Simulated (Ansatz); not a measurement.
Al2Ru: geometry relaxation (part 2 of 2)

Continued. System: Al2Ru (3 atoms in the cell). Method: DFT PBEsol, scalar-relativistic, plane waves, PAW, PAW set soft_1, no spin polarisation (Ansatz 0.2.0); cutoff 420 eV, 18×18×18 k-mesh, Gaussian smearing of 0.1 eV. The structure derives from a Materials Project entry.

Geometry of the input (Å; fractional positions):
```
-1.5604  1.5604  4.2218
1.5604  -1.5604  4.2218
1.5604  1.5604  -4.2218
Al 0.6592  0.6592  0.0000
Al 0.3408  0.3408  0.0000
Ru 0.0000  0.0000  0.0000
```

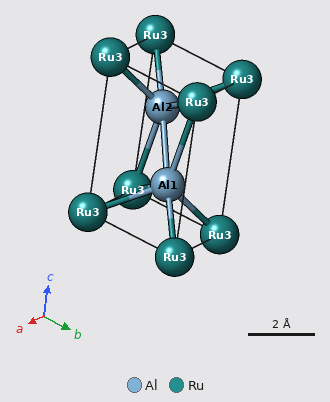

Figure 1. The geometry at step 1 of the log (ball-and-stick view of the reduced cell, seen slightly off an axis; atoms are numbered from 1 in the order of the input).

What the program printed, continued:
```
relax step   2: F+E_penalty+E_count = -6867.61961332 eV  Δ(F+E_penalty+E_count) = -3.529e-4 eV  max|allowed force component| = 2.930e-2 eV/Å  Δτ_max = 0.0018 Å  P = +0.079 GPa  Ω = 41.013 Å³  energy of the carried Pulay correction = +6.244e-5 eV  (6 SCF iters, dr2 threshold 3.00e-7 eV, accepted)
Crystal: 3 atoms, lattice volume = 41.025 Å³
iter 1 solved again at ethr=3.21e-8 eV; its pass at ethr=3.10e-3 eV (dr2=7.07e-6 eV) is discarded
SCF iter   1: F=—  HF=-6867.619682 eV  |F-HF|=—  |Δ(HF+E_count)|=         —  Δρ=1.51e-4  dr2=9.11e-6  ethr=3.21e-8  ⟨swp⟩=2.0  Hψ=40720  notcnv=0
preconditioner: auto → Kerker (q_TF=auto, 2.459 Å⁻¹)  [metal: Δε(μ)=0.009 eV  Ē_g=7.338 eV  σ=0.100 eV  W_gap=0.05  n_scr=10 (ndim 8)  ℏωp=21.7 eV  f_vac=0.000  D(μ)=0.26/eV (n_scr^D=0)]
SCF iter   2: F=—  HF=-6867.619673 eV  |F-HF|=—  |Δ(HF+E_count)|=   9.55e-6  Δρ=6.84e-5  dr2=2.07e-6  ethr=3.21e-8  ⟨swp⟩=1.0  Hψ=7250  notcnv=0
iter 3 did not close the SCF: its close was put off for the readings that it lacked (scf_convergence_deferred on its scf_iter line)
SCF iter   3: F=-6867.619672 eV  HF=-6867.619672 eV  |F-HF|=1.10e-7  |Δ(HF+E_count)|=   5.37e-7  Δρ=1.50e-5  dr2=1.49e-7  ethr=9.43e-9  ⟨swp⟩=1.0  Hψ=7214  notcnv=0
iter 4 did not close the SCF: its close was put off for the readings that it lacked (scf_convergence_deferred on its scf_iter line)
SCF iter   4: F=-6867.619672 eV  HF=-6867.619672 eV  |F-HF|=5.15e-9  |Δ(HF+E_count)|=   4.41e-8  Δρ=3.94e-6  dr2=6.97e-9  ethr=6.77e-10  ⟨swp⟩=2.2  Hψ=9581  notcnv=0
iter 5 did not close the SCF: its close was put off for the readings that it lacked (scf_convergence_deferred on its scf_iter line)
SCF iter   5: F=-6867.619672 eV  HF=-6867.619672 eV  |F-HF|=1.31e-10  |Δ(HF+E_count)|=   2.48e-9  Δρ=9.05e-7  dr2=2.35e-10  ethr=3.17e-11  ⟨swp⟩=2.2  Hψ=11671  notcnv=0
SCF iter   6: F=-6867.619672 eV  HF=-6867.619672 eV  |F-HF|=1.73e-11  |Δ(HF+E_count)|=  5.64e-11  Δρ=2.02e-7  dr2=1.97e-11  ethr=1.07e-12  ⟨swp⟩=3.9  Hψ=33817  notcnv=0
SCF 3 converged in 6 iterations: F = -6867.619672 eV  dr2 = 1.97e-11
relax step   3: F+E_penalty+E_count = -6867.61967192 eV  Δ(F+E_penalty+E_count) = -5.860e-5 eV  max|allowed force component| = 1.973e-3 eV/Å  Δτ_max = 0.0007 Å  P = -0.004 GPa  Ω = 41.025 Å³  energy of the carried Pulay correction = +5.511e-5 eV  (6 SCF iters, dr2 threshold 2.60e-7 eV, accepted)
Initial wavefunctions: pseudopotential atomic-orbital guess (no wavefunctions were taken with the density)
iter 1 solved again at ethr=7.36e-8 eV; its pass at ethr=3.10e-3 eV (dr2=1.62e-5 eV) is discarded
SCF iter   1: F=—  HF=-6867.619618 eV  |F-HF|=—  |Δ(HF+E_count)|=         —  Δρ=4.41e-6  dr2=8.31e-10  ethr=7.36e-8  ⟨swp⟩=3.0  Hψ=56075  notcnv=0
eigensolver tolerance schedule: the retry pair's looser diagonalisation over-reported the residual by 19470.69 of it (diagonalisation noise at 0.86 of the residual, at the tolerance the schedule requests for it); recorded, not acted on — ethr = c·dr2/N_el stays at c = 1.0e-1
SCF iter   2: F=—  HF=-6867.619608 eV  |F-HF|=—  |Δ(HF+E_count)|=   1.00e-5  Δρ=2.35e-6  dr2=2.09e-10  ethr=3.78e-12  ⟨swp⟩=3.0  Hψ=14301  notcnv=0
iter 3 did not close the SCF: its close was put off for the readings that it lacked (scf_convergence_deferred on its scf_iter line)
SCF iter   3: F=-6867.619608 eV  HF=-6867.619608 eV  |F-HF|=1.82e-11  |Δ(HF+E_count)|=  6.60e-10  Δρ=3.52e-7  dr2=6.76e-12  ethr=1.00e-12  ⟨swp⟩=1.9  Hψ=11947  notcnv=0
iter 4 did not close the SCF: its close was put off for the readings that it lacked (scf_convergence_deferred on its scf_iter line)
SCF iter   4: F=-6867.619608 eV  HF=-6867.619608 eV  |F-HF|=1.82e-12  |Δ(HF+E_count)|=  1.64e-11  Δρ=3.74e-8  dr2=5.11e-13  ethr=1.00e-12  ⟨swp⟩=1.0  Hψ=7200  notcnv=0
iter 5 did not close the SCF: its close was put off for the readings that it lacked (scf_convergence_deferred on its scf_iter line)
SCF iter   5: F=-6867.619608 eV  HF=-6867.619608 eV  |F-HF|=0.00e0  |Δ(HF+E_count)|=    0.00e0  Δρ=5.65e-9  dr2=1.65e-14  ethr=1.00e-12  ⟨swp⟩=1.0  Hψ=7200  notcnv=0
iter 6 did not close the SCF: its close was put off for the readings that it lacked (scf_convergence_deferred on its scf_iter line)
SCF iter   6: F=-6867.619608 eV  HF=-6867.619608 eV  |F-HF|=2.73e-12  |Δ(HF+E_count)|=  3.64e-12  Δρ=1.55e-9  dr2=1.24e-15  ethr=1.00e-12  ⟨swp⟩=1.0  Hψ=7200  notcnv=0
SCF iter   7: F=-6867.619608 eV  HF=-6867.619608 eV  |F-HF|=1.82e-12  |Δ(HF+E_count)|=  4.55e-12  Δρ=5.17e-10  dr2=6.52e-17  ethr=1.00e-12  ⟨swp⟩=2.0  Hψ=18838  notcnv=0
SCF 4 converged in 7 iterations: F = -6867.619608 eV  dr2 = 6.52e-17
relax step   4: F+E_penalty+E_count = -6867.61960791 eV  Δ(F+E_penalty+E_count) = +6.401e-5 eV  max|allowed force component| = 1.979e-3 eV/Å  Δτ_max = 0.0000 Å  P = -0.006 GPa  Ω = 41.025 Å³  stress off target by 7.05e-3 GPa  SCF on the basis re-selected at this cell (its energy is not comparable with the rows above)  (7 SCF iters)
basis re-selected at this cell: Δ(F+E_penalty+E_count) = +6.401e-5 eV, ΔP = -0.002 GPa vs the last step (what re-selecting the basis moved, of the pressure what is left beyond the Pulay correction that the steps carried, after the strain that the cell walked since its last selection, with what the two solves' SCF thresholds leave and, on support functions, any second-order correction that the steps lacked; it is no measure of the basis error at this ecutwfc). This SCF's stress stands 7.05e-3 GPa from its target on what of the cell is left free (relax.cell.stress_tol is 5.00e-2 GPa) and its largest allowed force component is 1.98e-3 eV/Å (relax.f_tol is 5.00e-3 eV/Å): within both
SCF converged after 7 iterations
Free energy (F): -6867.619608 eV
Harris-Foulkes:  -6867.619608 eV  (|F-HF|=1.82e-12)
Internal energy: -6867.618294 eV  (E = F + TS)
E sigma→0 (E₀):  -6867.618951 eV
Entropy (-TS):   -0.001313 eV (-0.438 meV/atom)
Fermi energy:    13.982022 eV
--- Per-component energies (eV) ---
  E_band       = -146.784790
  E_kinetic    = 512.007762
  E_local      = -2155.535134  (includes V_loc(G=0)·N_el)
  E_nonlocal   = 436.106566
  E_hartree    = 816.713518
  E_xc         = -246.844979
  E_vxc        = -277.009464  (∫ρ·V_xc dr)
  E_paw        = -4354.989861  (= ΣΔE_a)
  E_vpaw       = -295.782210  (= ΣTr[D̂ρ^β])
  E_aug_tail   = 0.000653  (compensation charges beyond the density's cutoff)
  E_ewald      = -1875.368395
  E_core_change = 0.291575  (= ΣΔE_core)
  E_smearing   = -0.001313  (= −TS)
  E_closure    = 0.000000  (closes the sum)
  Σ components = -6867.619608   (vs F -6867.619608, Δ=0.00e0)
--- Forces (eV/Å), atoms counted from 1 ---
  atom   1  Al     0.00000000     0.00000000     0.00197855
  atom   2  Al     0.00000000     0.00000000    -0.00197855
  atom   3  Ru    -0.00000000     0.00000000     0.00000000
  max |Σ_I F_I| component: 3.47e-17 eV/Å
--- Stress (GPa, compression-positive) ---
       -0.007054       0.000000       0.000000
        0.000000      -0.007054       0.000000
       -0.000000      -0.000000      -0.002727
  P = ⅓ Tr σ = -0.0056 GPa (-0.056 kbar)
--- Band table (eV; the first three rows and the last of 480) ---
  k-point 0: bands = ["-58.5463", "-28.5872", "-28.5872", "-28.5089", "3.0492", "8.5340", "10.1275", "11.9712", "11.9712", "12.0229", "13.0039", "16.3995", "18.6174", "20.0578", "20.0578"]
  k-point 1: bands = ["-58.5457", "-28.5910", "-28.5908", "-28.5081", "3.1510", "8.6225", "10.1723", "11.4375", "11.8343", "12.6329", "12.8712", "16.3779", "18.2312", "19.5192", "19.8796"]
  k-point 2: bands = ["-58.5442", "-28.6020", "-28.6010", "-28.5058", "3.4526", "8.8771", "10.3078", "10.9809", "11.4656", "12.4917", "13.2933", "16.3335", "17.6750", "18.5569", "19.5288"]
  k-point 479: bands = ["-58.5462", "-28.5873", "-28.5873", "-28.5113", "4.9011", "5.5250", "9.9650", "11.3463", "12.4113", "12.4113", "13.0300", "17.1098", "17.1098", "20.2591", "20.4930"]
--- Relaxed structure (3 steps of the walk, 3 accepted, 1 SCFs on fresh bases) ---
  F+E_penalty+E_count = -6867.61960791 eV   max|allowed force component| = 1.979e-3 eV/Å   (the final SCF, on the basis selected at the relaxed cell)
  cell:  # Å, volume = 41.0254 Å³
    - [-1.5606369534293933, 1.5606369534293933, 4.211039872782595]
    - [1.5606369534293933, -1.5606369534293933, 4.211039872782595]
    - [1.5606369534293933, 1.5606369534293933, -4.211039872782595]
  atoms:
    - { symbol: Al, position: [0.6590805104977568, 0.6590805104977568, 1.3341793501053664e-36] }
    - { symbol: Al, position: [0.34091948950224304, 0.34091948950224304, 2.588237910711772e-36] }
    - { symbol: Ru, position: [1.712067107106345e-20, 1.7120671071063448e-20, 4.2587601398708284e-36] }
```

Trajectory as extended XYZ (Å, eV, eV/Å), 4 frames, from step=1 to step=4:
```
3
Lattice="-1.5604 1.5604 4.2218 1.5604 -1.5604 4.2218 1.5604 1.5604 -4.2218" Properties=species:S:1:pos:R:3:forces:R:3 step=1 energy=-6867.61926 pressure_GPa=-0.46
Al    0.0000    0.0000    5.5660    0.0000   0.0000  -0.0494
Al    0.0000    0.0000    2.8776    0.0000   0.0000   0.0494
Ru    0.0000    0.0000    0.0000    0.0000   0.0000   0.0000
3
Lattice="-1.5612 1.5612 4.2069 1.5612 -1.5612 4.2069 1.5612 1.5612 -4.2069" Properties=species:S:1:pos:R:3:forces:R:3 step=2 energy=-6867.61961 pressure_GPa=0.08
Al    0.0000    0.0000    5.5446    0.0000   0.0000   0.0293
Al    0.0000    0.0000    2.8692    0.0000   0.0000  -0.0293
Ru    0.0000    0.0000    0.0000    0.0000   0.0000   0.0000
3
Lattice="-1.5606 1.5606 4.2110 1.5606 -1.5606 4.2110 1.5606 1.5606 -4.2110" Properties=species:S:1:pos:R:3:forces:R:3 step=3 energy=-6867.61967 pressure_GPa=-0.00
Al    0.0000    0.0000    5.5508    0.0000   0.0000   0.0020
Al    0.0000    0.0000    2.8713    0.0000   0.0000  -0.0020
Ru    0.0000    0.0000    0.0000    0.0000   0.0000   0.0000
3
Lattice="-1.5606 1.5606 4.2110 1.5606 -1.5606 4.2110 1.5606 1.5606 -4.2110" Properties=species:S:1:pos:R:3:forces:R:3 step=4 energy=-6867.61961 pressure_GPa=-0.01
Al    0.0000    0.0000    5.5508    0.0000   0.0000   0.0020
Al    0.0000    0.0000    2.8713    0.0000   0.0000  -0.0020
Ru    0.0000    0.0000    0.0000    0.0000   0.0000   0.0000
```

Key numbers:

- outcome: converged
- space group (tolerance 0.01 Å): I4/mmm (139)
- electrons treated: 22
- free energy: −6867.6196 eV
- Fermi energy: 13.982 eV
- gap on the k-point mesh: none (metallic)
- pressure: −0.01 GPa
- final volume: 41.03 Å³
- largest force (length of the vector) at the end: 0.002 eV/Å
- final cell: a = 4.754 Å, b = 4.754 Å, c = 4.754 Å, α = 141.67°, β = 141.67°, γ = 55.32°
- hardware: 4 threads of Arm Neoverse V2, 24 GiB of memory available, shared host
- wall time: 16 s (CPU time 62 s)
- peak memory: 0.58 GiB

Notes:

The program warns: the PAW datasets were made with another functional.
